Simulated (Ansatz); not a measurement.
CO₂

```
O C
1.0
     4.36357    0.00000    0.00000
     0.00000    4.36357    0.00000
     0.00000    0.00000    4.64573
O C
4 2
Direct
  0.81197 0.81197 0.00000
  0.18803 0.18803 0.00000
  0.68803 0.31197 0.50000
  0.31197 0.68803 0.50000
  0.00000 0.00000 0.00000
  0.50000 0.50000 0.50000
```

Space group P4₂/mnm; a structure from a database of computed crystals, not necessarily the ambient phase.

Level of theory: Kohn-Sham DFT of a periodic cell, r2SCAN, Ansatz PAW in Ansatz 0.2.0.

In a PAW calculation such maps are meaningful between the atoms, not at the nuclei.

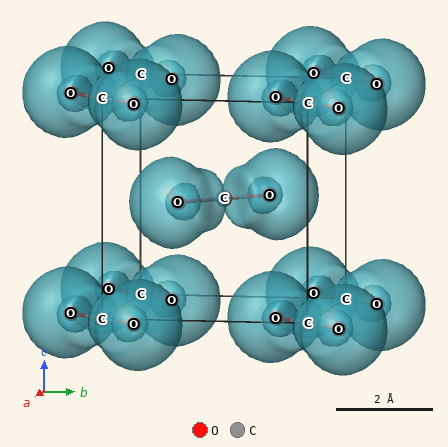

Figure 1. Isosurface of the electron localisation function at 0.7 (cyan), seen slightly off an axis. Only the valence region is drawn (cores and ρ < 0.01 e/Å³ removed). Sticks mark near contacts.

Where are the electrons localised?

At this value the surface marks out four regions on O in which the atom's valence shell and bonds are merged, counted in one cell of 6 atoms. Regions shared between cells count once. Profiles from the grid: C–O (1.16 Å): the ELF peaks at about 0.80 between the atoms (inside overlapping PAW spheres, so only a guide); a short, multiple covalent bond.

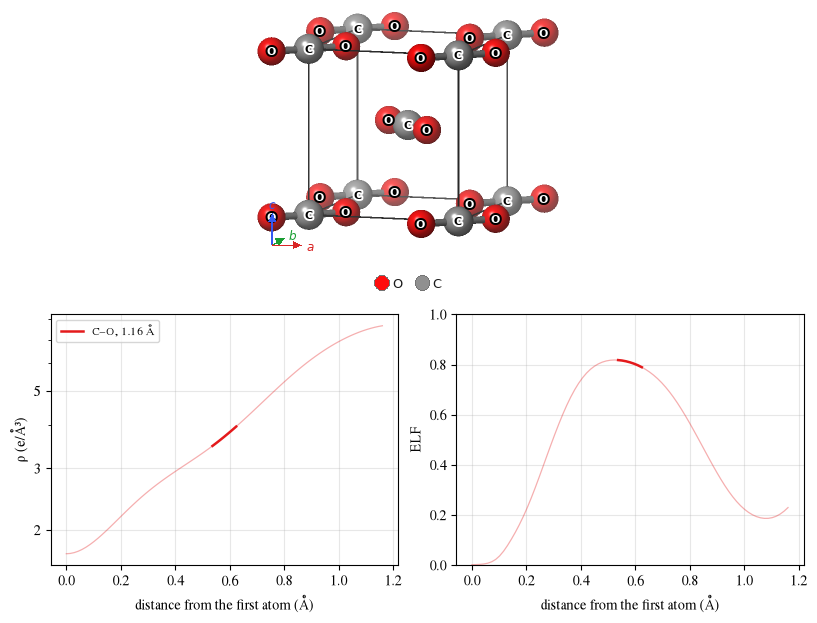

Figure 2. Valence pseudo-density and ELF along straight lines between neighbouring atoms. Thin, pale parts lie inside the atomic spheres. The structure is drawn too.

What kind of bonding do the profiles show?

C–O (1.16 Å): ρ is about 3.7 e/Å³ halfway; the ELF peaks at about 0.80 between the atoms (inside overlapping PAW spheres, so only a guide) (a multiple bond).

Does the calculation give a band gap?

It is gapped, with a Kohn–Sham gap of 7.3 eV on the k-point mesh, an upper bound to the gap of this method.
